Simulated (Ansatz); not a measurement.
**A series of single points on Zr**

System: Zr (I4/mmm, 1 atom in the cell).
Method: DFT LDA, scalar-relativistic, plane waves, PAW, no spin polarisation (Ansatz 0.2.0).

The 9 runs differ only in the geometry, by a strain of the cell at fixed fractional positions. Against run 5, the strain is εyy = η. The structure derives from an entry of the Crystallography Open Database.

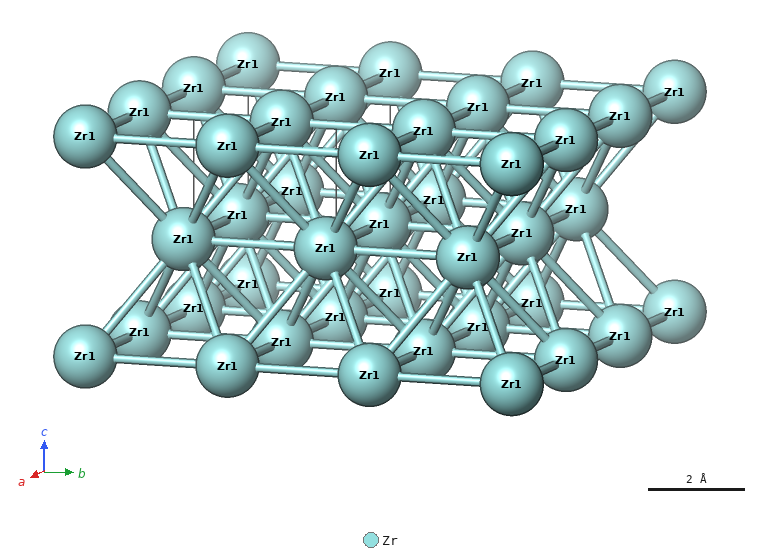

Figure 1. The structure of run 5 (ball-and-stick view of the cell 2 times as large as that of the calculation, set on its symmetry axes, repeated 3 × 3 × 1, seen slightly off an axis; atoms are numbered from 1 in the order of the input).

### Input of run 5
```yaml
crystal:
  lattice:
    - [0.0, 2.3395625, 2.255]
    - [2.255, 0.0, 2.255]
    - [2.255, 2.3395625, 0.0]
  atoms:
    - { symbol: Zr, position: [0.0, 0.0, 0.0] }
basis:
  ecutwfc: 420
kpoints:
  mp_grid: { grid: [18, 18, 18] }
hamiltonian:
  xc: lda
scf:
  occupations: { method: gaussian, width: 0.15 }
output:
  forces: true
  stress: true
  eigenvalues: true
```

Command:
```bash
ansatz run input.yaml --threads 1 --pin off --max-ram 1228MiB --backend cpu --events-out ev --progress --plain --runs-dir out
```

Lattice vectors (Å) and fractional positions of run 5:
```
   0.000000    2.339562    2.255000
   2.255000    0.000000    2.255000
   2.255000    2.339562    0.000000
Zr  0.000000  0.000000  0.000000
```

Run 7 differs from it as follows:
```diff
-    - [0.0, 2.3395625, 2.255]
+    - [0.0, 2.5086875, 2.255]
-    - [2.255, 2.3395625, 0.0]
+    - [2.255, 2.5086875, 0.0]
```

### Results, with one run withheld

| run | strain parameter η (%) | free energy per atom, from the lowest run given (meV) | pressure (GPa) |
| --- | --- | --- | --- |
| 1 | −18.0723 | 72.08 | 10.44 |
| 2 | −14.4578 | 27.90 | 5.77 |
| 3 | −10.8434 | 2.73 | 1.48 |
| 4 | −7.2289 | 0.00 | −2.34 |
| 5 | 0.0000 | 60.23 | −8.54 |
| 6 | 3.6145 | 118.68 | −10.94 |
| 7 | 7.2289 | ? | ? |
| 8 | 9.0313 | 233.32 | −13.86 |
| 9 | 10.8434 | 277.72 | −14.67 |

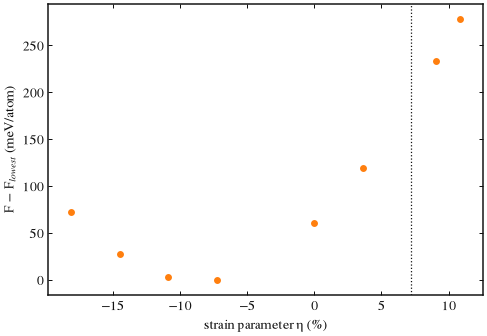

Figure 2. Free energy per atom of the runs given; the dotted line marks run 7.

Estimate the energy of run 7 from the others.

A cubic polynomial in the coordinate, fitted to the 8 runs given, misses them by at most 2.06 meV per atom. With x = η + 3.3892, it reads F = 23.416 + 8.5845 x + 0.73429 x² − 0.0055198 x³ (meV per atom). At run 7 it gives 190.75 meV per atom, and the run itself gives 191.99. The fit has its minimum at η = −8.8931 %. So low a polynomial doesn't follow these energies more closely.

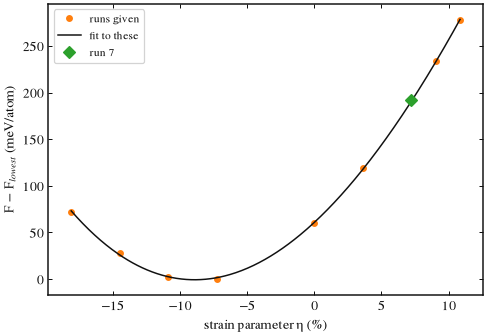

Figure 3. The fit and the withheld run.

### Output, shortened to warnings, some set-up lines, iterations and results (run 7)
```
Basis set: ecut = 420 eV, 501 PW (Γ)
Symmetry: 16 space group operations
k-points: 480 of 5832
Initial density: superposition of atomic densities (neutral atoms: chi_scale 0, normalization atom), corrected by the library's trained network
[...]
SCF iter   1: F=—  HF=-4077.249774 eV  |F-HF|=—  |Δ(HF+E_count)|=         —  Δρ=4.97e-3  dr2=2.81e-3  ethr=1.77e-3  ⟨swp⟩=5.0  Hψ=26977  notcnv=0
SCF iter   2: F=—  HF=-4077.249003 eV  |F-HF|=—  |Δ(HF+E_count)|=   7.70e-4  Δρ=2.83e-3  dr2=8.91e-4  ethr=2.34e-5  ⟨swp⟩=1.0  Hψ=8640  notcnv=0
SCF iter   3: F=—  HF=-4077.248989 eV  |F-HF|=—  |Δ(HF+E_count)|=   1.42e-5  Δρ=3.46e-4  dr2=1.71e-5  ethr=7.43e-6  ⟨swp⟩=2.7  Hψ=7902  notcnv=0
SCF iter   4: F=—  HF=-4077.248985 eV  |F-HF|=—  |Δ(HF+E_count)|=   3.78e-6  Δρ=4.14e-5  dr2=3.39e-7  ethr=1.42e-7  ⟨swp⟩=1.9  Hψ=5470  notcnv=0
SCF iter   5: F=-4077.248985 eV  HF=-4077.248985 eV  |F-HF|=2.17e-8  |Δ(HF+E_count)|=   8.17e-8  Δρ=2.06e-5  dr2=4.01e-8  ethr=2.83e-9  ⟨swp⟩=2.0  Hψ=7680  notcnv=0
SCF iter   6: F=-4077.248985 eV  HF=-4077.248985 eV  |F-HF|=2.71e-9  |Δ(HF+E_count)|=   1.21e-8  Δρ=8.69e-6  dr2=6.62e-9  ethr=3.35e-10  ⟨swp⟩=2.0  Hψ=16799  notcnv=0
SCF 1 converged in 6 iterations: F = -4077.248985 eV  dr2 = 6.62e-9
SCF converged after 6 iterations
Free energy (F): -4077.248985 eV
Harris-Foulkes:  -4077.248985 eV  (|F-HF|=2.71e-9)
Internal energy: -4077.225919 eV  (E = F + TS)
E sigma→0 (E₀):  -4077.237452 eV
Entropy (-TS):   -0.023066 eV (-23.066 meV/atom)
Fermi energy:    12.159238 eV
--- Per-component energies (eV) ---
  E_band       = -117.409890
  E_kinetic    = 330.404792
  E_local      = -675.071187  (includes V_loc(G=0)·N_el)
  E_nonlocal   = 84.660646
  E_hartree    = 207.456263
  E_xc         = -158.981218
  E_vxc        = -188.659793  (∫ρ·V_xc dr)
  E_paw        = -2849.187804  (= ΣΔE_a)
  E_vpaw       = -83.656738  (= ΣTr[D̂ρ^β])
  E_aug_tail   = 0.000023  (compensation charges beyond the density's cutoff)
  E_ewald      = -1016.877834
  E_core_change = 0.370401  (= ΣΔE_core)
  E_smearing   = -0.023066  (= −TS)
  E_closure    = 0.000000  (closes the sum)
  Σ components = -4077.248985   (vs F -4077.248985, Δ=0.00e0)
--- Forces (eV/Å), atoms counted from 1 ---
  atom   1  Zr     0.00000000    -0.00000000     0.00000000
  max |Σ_I F_I| component: 2.47e-32 eV/Å
--- Stress (GPa, compression-positive) ---
      -12.015664       0.000000       0.000000
        0.000000     -14.882822       0.000000
        0.000000       0.000000     -12.015664
  P = ⅓ Tr σ = -12.9714 GPa (-129.714 kbar)
```
